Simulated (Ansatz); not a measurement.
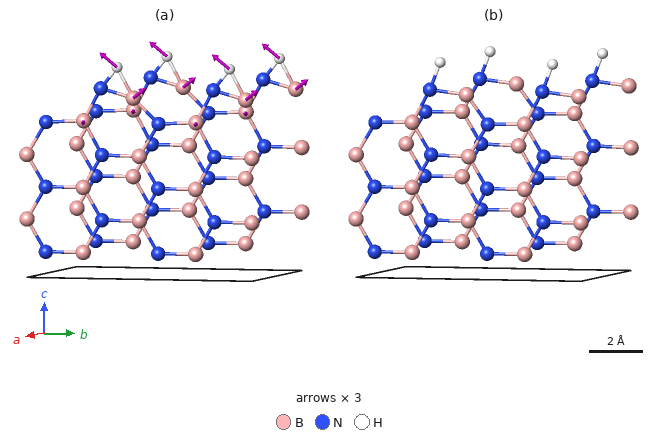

The structure of a slab of composition B6HN6 (cut from the R3m phase) before (left) and after (right) a constrained relaxation, at one scale. The purple arrows give the displacements, magnified 3 times.

Style: ball-and-stick. Shown: the 1 × 2 repeat of the cell, outlined in the plane, without the vacuum, from a free direction.

Case: H put at a bridge B-N site. The slab is the (1 1 0) face of BN with H on it. 6 atoms are held fixed.

The calculation used DFT PBEsol, scalar-relativistic, plane waves, PAW (Ansatz).

The input:
```yaml
crystal:
  lattice:
    - [3.7697979072, 0.0, 0.0]
    - [-1.6634819977, 4.0057209719, 0.0]
    - [0.0, 0.0, 25.2604866792]
  atoms:
    - { symbol: B, position: [0.0011289153, 0.5003763051, 0.3364939128] }
    - { symbol: "N", position: [0.0015720847, 0.1671906949, 0.3364939128] }
    - { symbol: B, position: [0.0011289153, 0.0003763051, 0.38606134] }
    - { symbol: "N", position: [0.0015720847, 0.6671906949, 0.38606134] }
    - { symbol: B, position: [0.0011289153, 0.5003763051, 0.4356287673] }
    - { symbol: "N", position: [0.0015720847, 0.1671906949, 0.4356287673] }
    - { symbol: B, position: [0.0003774459, -0.0012191432, 0.4844285724] }
    - { symbol: "N", position: [0.0022624062, 0.6668165474, 0.4854426806] }
    - { symbol: B, position: [0.0034928453, 0.5052138203, 0.5372865531] }
    - { symbol: "N", position: [-0.0005924872, 0.1692281629, 0.5344308579] }
    - { symbol: B, position: [0.0008127597, -0.0546046213, 0.5731459546] }
    - { symbol: "N", position: [0.0079814074, 0.6595830602, 0.587318344] }
    - { symbol: H, position: [0.0043970836, 0.8024892194, 0.6197801097], spin: 1.0 }
basis:
  ecutwfc: 420
kpoints:
  mp_grid: { grid: [8, 7, 1] }
hamiltonian:
  xc: pbesol
scf:
  occupations: { method: gaussian, width: 0.05 }
output:
  forces: true
  eigenvalues: true
  populations: true
  write_density: true
  write_potential: true
  elf: true
  volumetric_format: npy
magnetization:
  spin_polarized: true
relax:
  adjacent_minimum: "off"
  f_tol: 0.03
  max_steps: 70
  constraints: [{ sites: [0, 1, 2, 3, 4, 5] }]
efield:
  axis: 3
  dipole_correction: true
  ramp_width: 0.04
```

Run as
```bash
ansatz run input.yaml --threads 1 --pin off --max-ram 2560MiB --backend cpu --events-out ev --progress --plain --runs-dir out
```

Question: What changed between the two?

Answer: The run was cut off at its time limit before the relaxation converged, so the last structure is only a point on the way. After 2 geometry steps the energy has fallen by 1.313 eV per cell of the calculation. The largest force component goes from 6.2 to 2.9 eV/Å. The atom that moves furthest is H13 (0.30 Å at 51° to the normal (+c side)). By element the largest moves are H 0.30 Å, B 0.21 Å, N 0.06 Å. The cell stays as it was. Some distances before and after: B11–H13 1.334 → 1.597 Å, B11–N12 1.301 → 1.418 Å, N12–H13 1.031 → 1.125 Å, N8–B9 1.486 → 1.434 Å. Among the angles between lasting bonds that change: N10–B11–N12 150.8° → 132.9°, B9–N12–B11 101.7° → 111.2°, B7–N10–B11 104.8° → 113.5°. The run took 5.6 min on 1 thread of Intel(R) Xeon(R) Platinum 8375C CPU @ 2.90GHz (Ice Lake), with other jobs on the host, peak memory 1 GiB.

Limits of the set-up: the periodic images lie only 3.8 Å apart, so the values are limited by the cell's size.
